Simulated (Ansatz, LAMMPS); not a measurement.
# Gap against volume in glassy 56SiO2-19BaO-25CaO (mol %) (82 atoms)

Density of this cell: 3.32 g/cm³. The cell holds 82 atoms: 18 Si, 6 Ba, 8 Ca and 50 O. Its edges and angles: a = 10.616 Å, b = 10.840 Å, c = 10.650 Å, α = 87.0°, β = 90.3°, γ = 90.0°. The starting structure: 82 atoms (18 Si, 6 Ba, 8 Ca, 50 O) placed at random at 3.25 g/cm³, melted at 4000 K for 10 ps at fixed volume with the Morse and Coulomb pair potential with partial charges (Pedone, Malavasi, Menziani, Cormack and Segre, J. Phys. Chem. B 110, 11780 (2006)). Quenched from 4000 K to 300 K at 10 K/ps and fixed volume, held 10 ps at zero pressure.

Calculated with Ansatz 0.2.0: Kohn-Sham DFT, PBE, PAW (set soft_2), plane waves; cutoff 420 eV, Γ point, fermi-dirac smearing of 0.05 eV. The relaxed cell was scaled evenly and the atoms were relaxed at each volume. The gap is that between the highest filled and the lowest empty Kohn-Sham level on the run's k-points.

| volume (Å³/atom) | gap (eV) |
| --- | --- |
| 13.431 | 4.212 |
| 14.028 | ? |
| 14.476 | 3.969 |
| 14.924 | 3.869 |
| 15.371 | 3.795 |
| 15.819 | 3.762 |

Task: Fit a straight line in ln V to the rows given and interpolate to the withheld row.

**Working.**

A volume deformation potential makes the spacing linear in u = ln(V/V0), with V0 = 14.924 Å³ the relaxed volume; v is the spacing.

```
u = ln(V/V0)  v (eV)
   -0.105360  4.2118
  -0.0304583  3.9685
           0  3.8688
   0.0295590  3.7945
   0.0582688  3.7617
```

With n = 5: mean u = -0.00959815, mean v = 3.92106, Σ(u − ū)² = 0.015837, Σ(u − ū)(v − v̄) = -0.045104. Slope b = -0.045104 / 0.015837 = -2.8480; intercept a = v̄ − b ū = 3.8937.

At the withheld volume u = -0.06188, and v = a + b u.

Prediction at 14.028: 4.070 eV. The run gave 4.063 eV, so the fit is high by 0.0069 eV (0.17 % of the value).

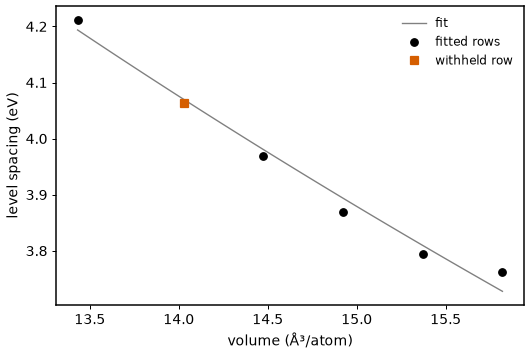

The fit, the rows that it rests on and the withheld row.

The slope, -2.85 eV, says that the spacing narrows on expansion. Among the rows given, the largest miss of the fit is at 15.819, by 0.034 eV (7.5 % of the range of the table).

Limits: The table spans 16 % in volume, wide for a linear law. Semilocal functionals tend to put gaps under measured ones. Only the Γ point is sampled. Defect or tail levels can set the spacing of a disordered cell. Spin–orbit coupling is left out, which matters for the levels of the heavy elements.

[Logs are printed without paths, hosts, clocks, repeated set-up lines and the standing remarks that a program may print on its own settings, such as how far it seeks lower states.]

[Hosts, paths, dates, database ids (printed as entryN), source tags and the programs' standing remarks are cut or masked in the printed files.]
